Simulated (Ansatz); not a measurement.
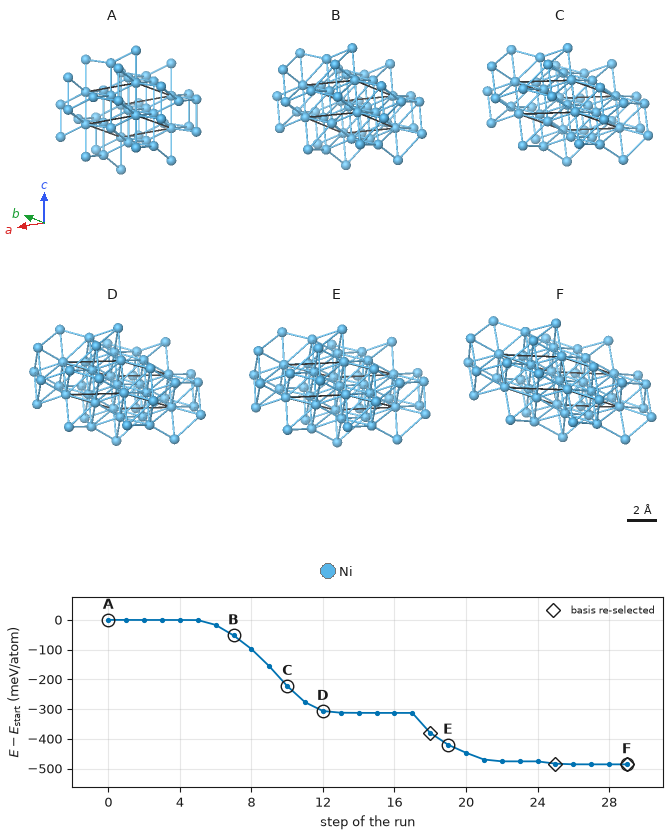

Frames of a relaxation of a crystal of Ni (a generated structure, set up in I4_1/amd), marked on the history of the run. A ball-and-stick model of the conventional cell (2 times the calculation's cell), seen from a free direction. Lengths and directions refer to the drawn axes.

Phase: beta-Sn type.

Method: DFT, PBEsol, plane waves (420 eV) with PAW, scalar-relativistic in Ansatz. Settings: plane-wave cutoff 420 eV; k-point mesh 15 × 15 × 10; occupations fermi dirac; smearing width 0.05 eV; collinear spin; cell and atoms relaxed; force threshold 0.01 eV/Å; at most 60 steps.

### Describe the path.

The largest moves relative to the cell, 0.18 Å, are those of Ni atoms. Cell: a = b 4.382 → 4.703 Å (+7.3 %), c 2.393 → 2.447 Å (+2.3 %), α 90.0° → 74.9°, β 90.0° → 74.9°, γ 90.0° → 53.6°. Volume −9.3 %. Some distances before and after: Ni–Ni 3.322 → 2.447 Å, Ni–Ni 2.832 → 2.456 Å, Ni–Ni 2.271 → 2.455 Å, Ni–Ni 2.393 → 2.447 Å. New bonds form: Ni–Ni (3.32 → 2.45 Å). Bond angles that change, for instance: Ni–Ni–Ni 94.0° → 146.6°, Ni–Ni–Ni 94.0° → 59.8°, Ni–Ni–Ni 94.0° → 109.7°. The space group (tolerance 0.01 Å) goes from I4_1/amd (No. 141) to P6_3/mmc (No. 194). After 26 accepted moves (29 points after the start) the energy has fallen by 486 meV per atom. The largest force component goes from 0.0011 to 0.0002 eV/Å. Pressure: −1.04 GPa at the start and −0.01 GPa at the end. At 3 points the geometry stayed and the basis and grid were re-selected for the new cell (energy shift of 67.2 meV per atom at most each time). The program noted that a PAW file was made for another functional than the run's. The run took 8.9 min on 2 threads of Arm Neoverse V2, with other jobs on the host, peak memory 0.72 GiB. From step 0 to 7: Ni atoms move most (0.04 Å), volume −2.1 %, energy −52.3 meV per atom. From step 7 to 10: Ni atoms move most (0.05 Å), volume −5.7 %, energy −170 meV per atom. From step 10 to 12: Ni atoms move most (0.03 Å), volume −5.8 %, energy −84.1 meV per atom. From step 12 to 19: Ni atoms move most (0.03 Å), volume +2.9 %, energy −113 meV per atom. From step 19 to 29: Ni atoms move most (0.10 Å), volume +1.4 %, energy −66.0 meV per atom.

```
step  E − E(0), meV/atom  largest force component, eV/Å  pressure, GPa  volume, Å³/atom                      note
   0                0.00                         0.0011          -1.04           11.487                          
   1               -0.24                         0.0005          -0.52           11.453                          
   2               -0.35                         0.0009           0.03           11.418                          
   3               -0.35                         0.0014           0.01           11.419                          
   4               -0.43                         0.0064           0.07           11.415                          
   5               -0.68                         0.0101           0.06           11.415                          
   6              -16.90                         0.1098           0.26           11.362                          
   7              -52.26                         0.1659           0.50           11.246                          
   8              -97.92                         0.1836           0.32           11.080                          
   9             -155.94                         0.1524          -0.16           10.842                          
  10             -222.40                         0.1062          -1.12           10.602                          
  11             -276.96                         0.1263          -0.78           10.309                          
  12             -306.47                         0.0365           3.62            9.986                          
  13             -312.26                         0.0311          -1.31           10.238                          
  14             -312.71                         0.0111          -0.22           10.183                          
  15             -312.90                         0.0014           0.48           10.191                          
  16             -312.91                         0.0049          -0.27           10.211                          
  17             -312.94                         0.0004           0.00           10.206                          
  18             -380.11                         0.0016           8.58           10.206  same geometry, new basis
  19             -419.93                         0.0034           5.63           10.272                          
  20             -446.90                         0.0477           1.95           10.384                          
  21             -469.63                         0.0382           0.39           10.386                          
  22             -475.72                         0.0022          -0.31           10.363                          
  23             -475.84                         0.0001          -0.07           10.358                          
  24             -475.85                         0.0001          -0.01           10.356                          
  25             -483.54                         0.0022           1.44           10.356  same geometry, new basis
  26             -485.76                         0.0012          -0.13           10.423                          
  27             -485.86                         0.0006           0.05           10.415                          
  28             -485.86                         0.0002           0.00           10.417                          
  29             -485.88                         0.0002          -0.01           10.417  same geometry, new basis
```
